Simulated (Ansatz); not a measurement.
# Calculations on GaAs

**1. Relaxation**

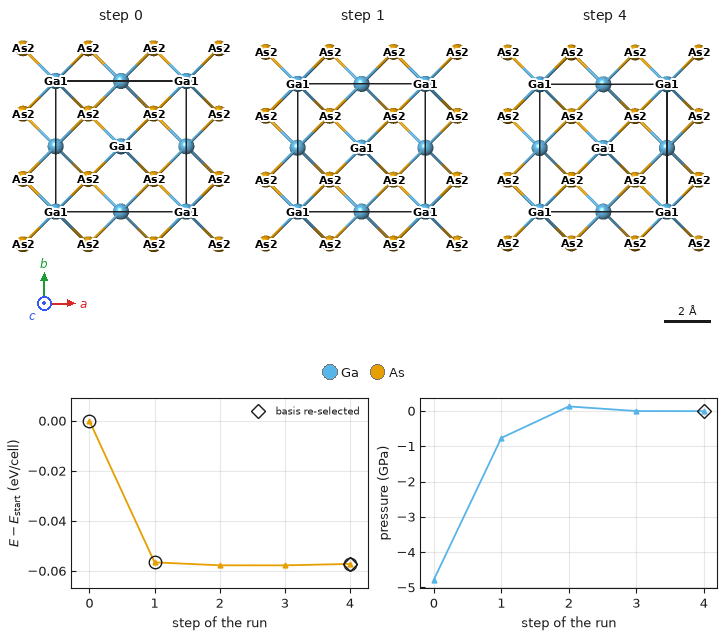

Frames of a relaxation of crystalline GaAs (set up in F-43m), marked on the history of the run. Style: ball-and-stick. Shown: the conventional cell (4 times the calculation's cell), along the c axis. Lengths and directions refer to the drawn axes.

Theory: DFT LDA, scalar-relativistic, plane waves, PAW in Ansatz 0.2.0.

Input file:
```yaml
crystal:
  lattice:
    - [0.0, 2.87509105, 2.87509105]
    - [2.87509105, 0.0, 2.87509105]
    - [2.87509105, 2.87509105, 0.0]
  atoms:
    - { symbol: Ga, position: [0.0, 0.0, 0.0] }
    - { symbol: As, position: [0.75, 0.75, 0.75] }
basis:
  ecutwfc: 420
kpoints:
  mp_grid: { grid: [12, 12, 12] }
hamiltonian:
  xc: lda
scf:
  occupations: { method: gaussian, width: 0.1 }
output:
  forces: true
  stress: true
  eigenvalues: true
  write_density: true
  write_potential: true
  elf: true
  volumetric_format: npy
relax:
  adjacent_minimum: "off"
  f_tol: 0.005
  max_steps: 80
  cell: { stress_tol: 0.05 }
```

Command:
```bash
ansatz run input.yaml --threads 4 --pin off --max-ram 8192MiB --backend cpu --events-out ev --progress --plain --runs-dir out
```

**Describe the path.**

The atoms keep their places relative to the cell (all moves are under 0.005 Å). Cell: a = b = c 5.750 → 5.603 Å (−2.6 %). Volume −7.5 %. Among the contacts that change: Ga1–As2 2.490 → 2.426 Å. The space group stays F-43m (No. 216). The energy falls by 57.2 meV per cell of the calculation in 3 accepted moves (4 points after the start). All forces vanish by symmetry, so only the cell relaxes. Pressure: −4.78 GPa at the start and −0.01 GPa at the end. At 1 point the geometry stayed and the basis and grid were re-selected for the new cell (energy shift of 0.6 meV per cell of the calculation at most each time). From step 0 to 1: volume −6.5 %, energy −56.6 meV per cell of the calculation. From step 1 to 4: volume −1.0 %, energy −0.6 meV per cell of the calculation.

**2. Relaxation**

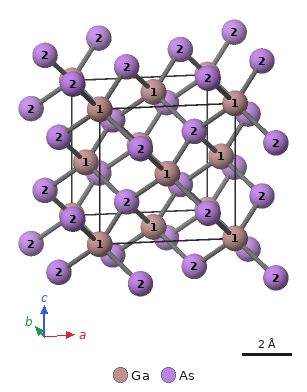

Starting structure of solid GaAs (set up in F-43m). Style: ball-and-stick. Shown: the conventional cell (4 times the calculation's cell), slightly off an axis. Lengths and directions refer to the drawn axes.

Method: DFT HSE06, scalar-relativistic, plane waves, PAW (Ansatz 0.2.0).

The input:
```yaml
crystal:
  lattice:
    - [0.0, 2.87509105, 2.87509105]
    - [2.87509105, 0.0, 2.87509105]
    - [2.87509105, 2.87509105, 0.0]
  atoms:
    - { symbol: Ga, position: [0.0, 0.0, 0.0] }
    - { symbol: As, position: [0.75, 0.75, 0.75] }
basis:
  ecutwfc: 420
kpoints:
  mp_grid: { grid: [8, 8, 8] }
hamiltonian:
  xc: hse06
scf:
  occupations: { method: gaussian, width: 0.02 }
output:
  forces: true
  stress: true
  eigenvalues: true
  write_density: true
  write_potential: true
  elf: true
  volumetric_format: npy
relax:
  adjacent_minimum: "off"
  f_tol: 0.005
  max_steps: 80
  cell: { stress_tol: 0.05 }
```

Run as
```bash
ansatz run input.yaml --threads 8 --pin off --max-ram 20480MiB --backend cpu --events-out ev --progress --plain --runs-dir out
```

What does the optimiser find from here?

Answer. Over 2 accepted moves (3 points after the start) the energy falls by 6.3 meV per atom. All forces vanish by symmetry, so only the cell relaxes. The pressure goes from −2.37 to 0.02 GPa. The SCF was repeated once at an unchanged geometry on a basis and grid sized afresh for the cell, which shifted the energy by 0.3 meV per atom at most. The atoms keep their places relative to the cell (all moves are under 0.005 Å). The drawn cell changes as follows: a = b = c 5.750 → 5.682 Å (−1.2 %); the volume changes by −3.5 %. Among the contacts that change: Ga1–As2 2.490 → 2.460 Å. The space group stays F-43m (No. 216). Cost: 52 s on 8 threads of Arm Neoverse V2, with other jobs on the host, peak memory 3.5 GiB.

The end point in the same view:

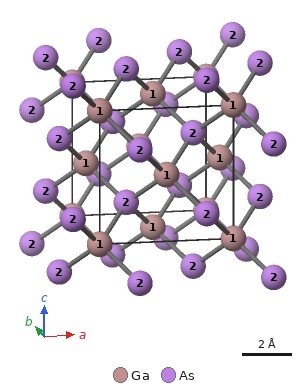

**3. A change**

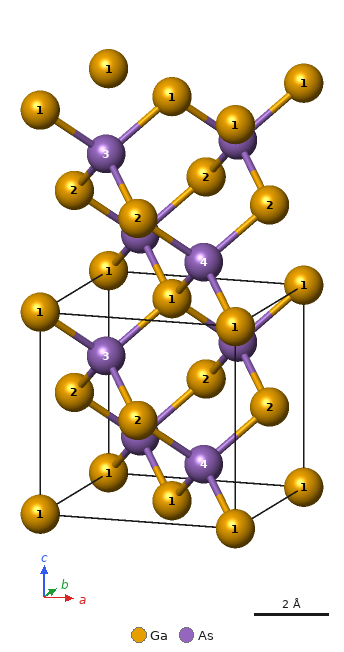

This is crystalline GaAs (set up in F-43m). A ball-and-stick model of the conventional cell (2 times the calculation's cell), repeated 1 × 1 × 2 with one cell outlined, seen slightly off an axis. Lengths and directions refer to the drawn axes.

Theory: DFT PBEsol, scalar-relativistic, plane waves, PAW (Ansatz). Set-up: plane-wave cutoff 420 eV; k-point mesh 10 × 10 × 6; occupations gaussian; smearing width 0.01 eV; no spin polarisation.

The variant: Biaxial strain in the a–b plane, −6.0 %, is applied. The c axis and the atoms are relaxed.

What does the calculation give for the changed structure?

Cell: a = b 5.658 → 5.318 Å (−6.0 %), c 5.658 → 5.956 Å (+5.3 %). Volume −7.0 %. No atom moves by more than 0.005 Å relative to the cell. Among the bonded contacts that change: As–Ga 2.450 → 2.399 Å. The space group (tolerance 0.01 Å) goes from F-43m (No. 216) to I-4m2 (No. 119). The energy rises by 67.8 meV per atom. The pressure goes from 0.0 to 5.7 GPa. The principal stresses (compression positive) are 0.0 GPa along c and 8.6 GPa across it.

The changed structure in the same view:

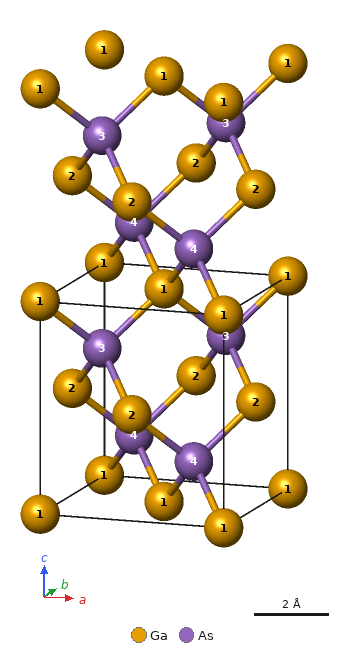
